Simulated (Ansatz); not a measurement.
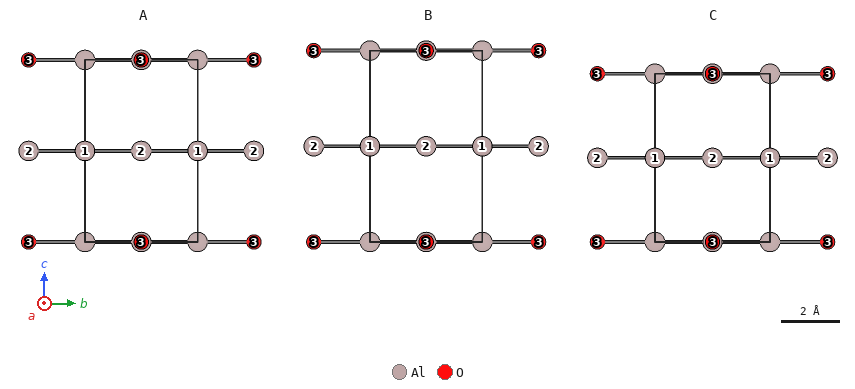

3 geometries from one relaxation of crystalline Al2O (a generated structure, set up in I4/mmm) (coarse preliminary run), in shuffled order. Style: ball-and-stick. Shown: the conventional cell (2 times the calculation's cell), along the a axis. Lengths and directions refer to the drawn axes.

The calculation used DFT PBE, scalar-relativistic, plane waves, PAW in Ansatz 0.2.0. Set-up: plane-wave cutoff 420 eV; k-point mesh 6 × 6 × 6; occupations gaussian; smearing width 0.1 eV; no spin polarisation; cell and atoms relaxed; force threshold 0.04 eV/Å; at most 70 steps.

Question: Order the frames from highest to lowest energy.

Answer: B, A, C. They are steps 0, 1, 5, at +77.4 meV per atom, +38.8 meV per atom relative to the last. Over 3 accepted moves (5 points after the start) the energy falls by 77.4 meV per atom. All forces vanish by symmetry, so only the cell relaxes. Pressure: −1.29 GPa at the start and −0.21 GPa at the end. The line search rejected the trial step at point 3 of the run. At 1 point the geometry stayed and the basis and grid were re-selected for the new cell (energy shift of 0.2 meV per atom at most each time). The atoms keep their places relative to the cell (all moves are under 0.005 Å). Cell: a = b 3.881 → 3.973 Å (+2.4 %), c 6.608 → 5.809 Å (−12.1 %). Volume −7.9 %. Some distances before and after: Al1–O3 1.941 → 1.987 Å. The space group stays I4/mmm (No. 139). Cost: 7.3 s on 1 thread of Arm Neoverse V1, with other jobs on the host, peak memory 0.29 GiB.
